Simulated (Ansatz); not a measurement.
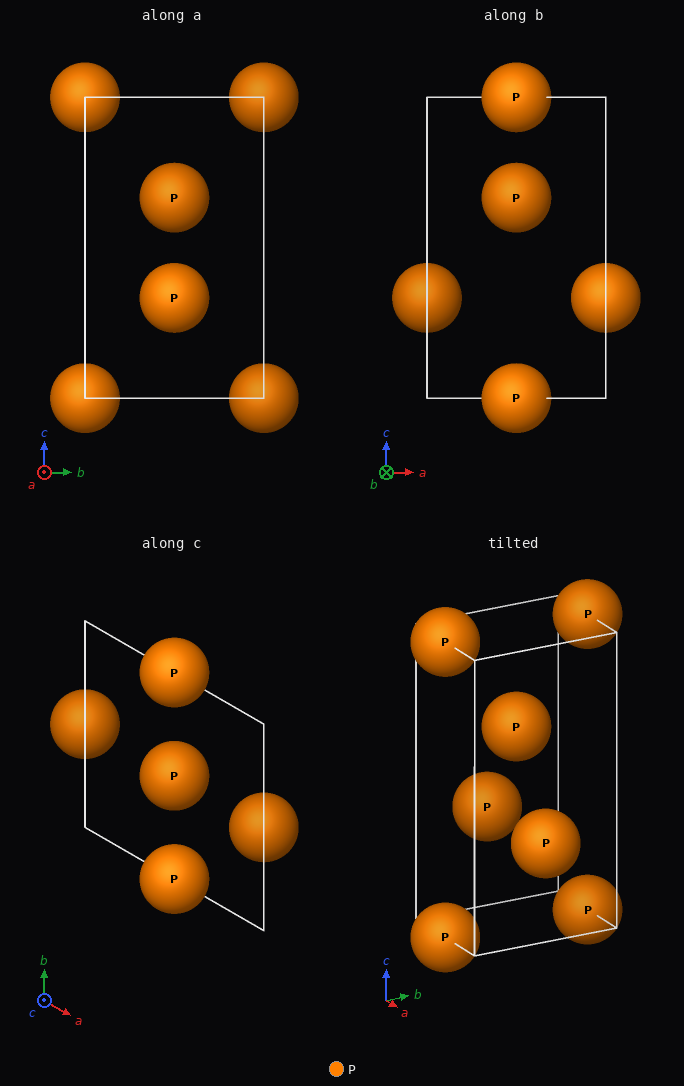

Structure drawing (spheres-only), viewed along the a axis, along the b axis, along the c axis and slightly off an axis. Lines trace the edges of the conventional unit cell.

Lattice parameters: a = 3.375 Å, b = 3.375 Å, c = 4.915 Å, α = 90.00°, β = 90.00°, γ = 120.00°. Put a along x and b in the xy plane.

Q: Give the atomic positions as a POSCAR file.

A:
```
P
1.0
     3.375    0.000    0.000
    -1.687    2.923    0.000
     0.000    0.000    4.915
P
3
Direct
  0.0000 0.5000 0.3333
  0.5000 0.5000 0.6667
  0.5000 0.0000 0.0000
```

It derives from a structure type filled with this element by a generator (whether the element takes this form wasn't checked). A relaxation with DFT PBE, scalar-relativistic, plane waves, PAW in Ansatz 0.2.0 gave the geometry drawn.
